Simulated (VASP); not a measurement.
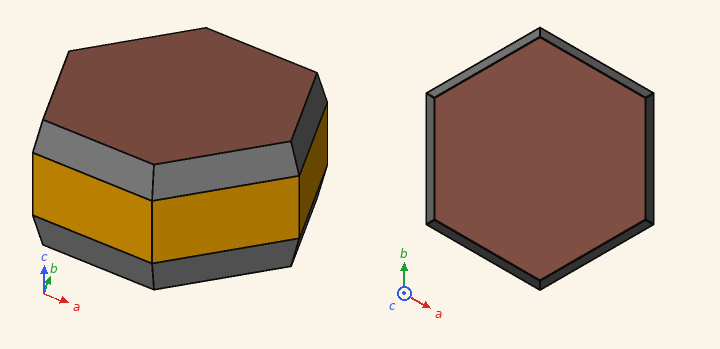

Two views of one computed crystal shape (BFDH rule; symmetry-equivalent faces share a colour; the right view looks down the c axis). A face and its opposite count as equivalent. Forms under 0.4 % of the area are left out.

What symmetry does this shape have?

Answer. Hexagonal, Laue class 6/mmm. A BFDH shape is always centrosymmetric and shows few forms, so it can't tell the point group within that class, and the other Laue class of the same system could look alike. It was computed for C in P6_3/mmc, with forms {002}, {100} and {101}.

Origin: coordinates from a relaxation with VASP Kohn-Sham DFT of a periodic cell, RPBE, VASP PAW PBE potentials, recommended in VASP 6.6.1.
